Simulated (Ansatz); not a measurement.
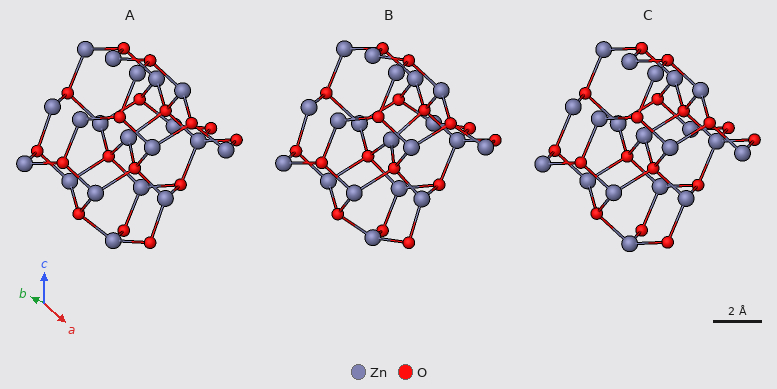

3 geometries from one relaxation of a defect cell of composition Zn₈O₇ (cell charge +2), in shuffled order. A ball-and-stick model of the atoms within 5.0 Å of the atom that moves most (axes of the conventional cell (2 times the calculation's cell) (origin shifted)), seen slightly off an axis. Lengths and directions refer to the drawn axes.

Case: O vacancy, atoms relaxed.

All numbers below come from DFT PBE, scalar-relativistic, plane waves, PAW in Ansatz 0.2.0. Set-up: plane-wave cutoff 420 eV; k-point mesh 4 × 4 × 4; occupations gaussian; smearing width 0.05 eV; no spin polarisation; atoms relaxed in a fixed cell; force threshold 0.02 eV/Å; at most 50 steps.

Order the frames from highest to lowest energy.

Answer. C, A, B. They are steps 0, 1, 5, at +0.962 eV per cell of the calculation, +0.266 eV per cell of the calculation relative to the last. The energy falls by 0.962 eV per cell of the calculation in 4 accepted moves (5 points after the start). The largest force component goes from 1.6 to 0.0074 eV/Å. 1 step only repeated the SCF at the same geometry. A Zn atom moves most: 0.34 Å roughly along +a. By element the largest moves are Zn 0.34 Å, O 0.04 Å. The cell stays as it was. Among the contacts that change: O–Zn 1.999 → 1.898 Å, O–Zn 1.999 → 1.924 Å, O–Zn 2.007 → 1.943 Å, O–Zn 1.999 → 1.974 Å. Among the angles between lasting bonds that change: Zn–O–Zn 110.3° → 94.2°, Zn–O–Zn 110.3° → 94.8°, Zn–O–Zn 108.7° → 95.7°.

Limits of the set-up: the periodic images lie only 6.2 Å apart, so the values are limited by the cell's size; the cell is charged, on a uniform background, and energies carry no finite-size correction.
